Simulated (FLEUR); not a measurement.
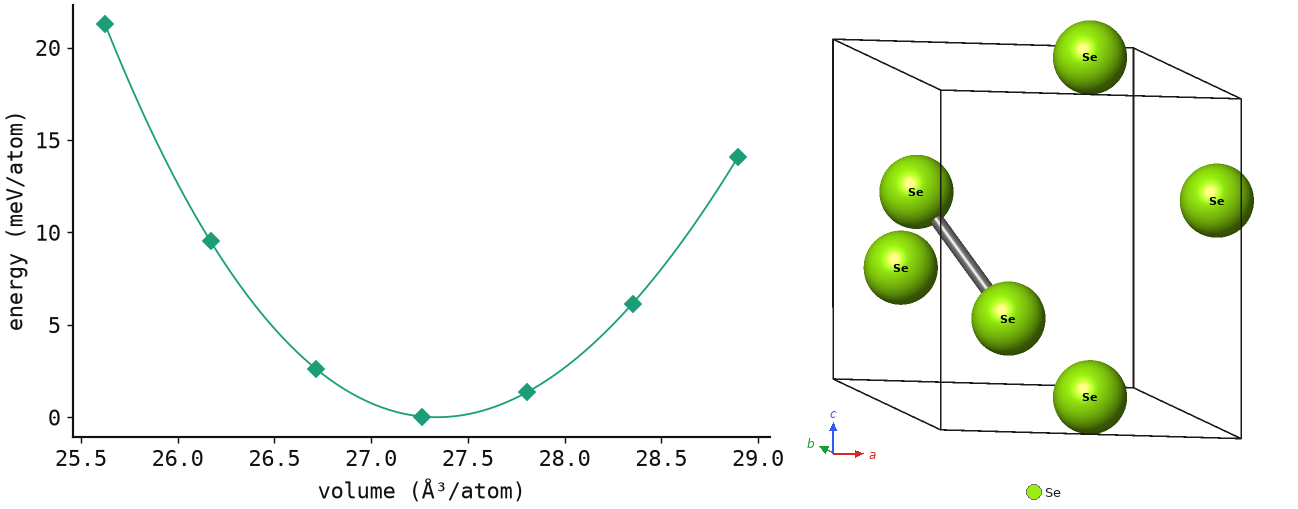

Plotted: energy against volume for Se, space group P3_121 (No. 152). The conventional cell is drawn beside the plot.

Cell as given: a = 4.366 Å, b = 4.366 Å, c = 4.954 Å, α = 90.00°, β = 90.00°, γ = 120.00°; 3 atoms.

How it was computed, with FLEUR MaX-R8.1 (later development tree): all-electron LAPW DFT, no spin polarisation; energies at scaled volumes of the given cell, shape and fractions fixed, counted from the fit's minimum, third-order Birch-Murnaghan fit. Level: PBEsol.

k mesh 7×7×6; occupations Fermi–Dirac; smearing width 0.05 eV; potentials all electron; program settings basis FLAPW, kmax 4.88 1/bohr.

> What equilibrium volume and bulk modulus follow from the curve?

A third-order Birch–Murnaghan fit gives V0 = 27.34 Å³/atom, B0 = 56.3 GPa and B′ = 4.4.

Limits of the calculation: shape and atomic fractions are frozen while scaling, which makes layered, chain and framework solids too stiff.
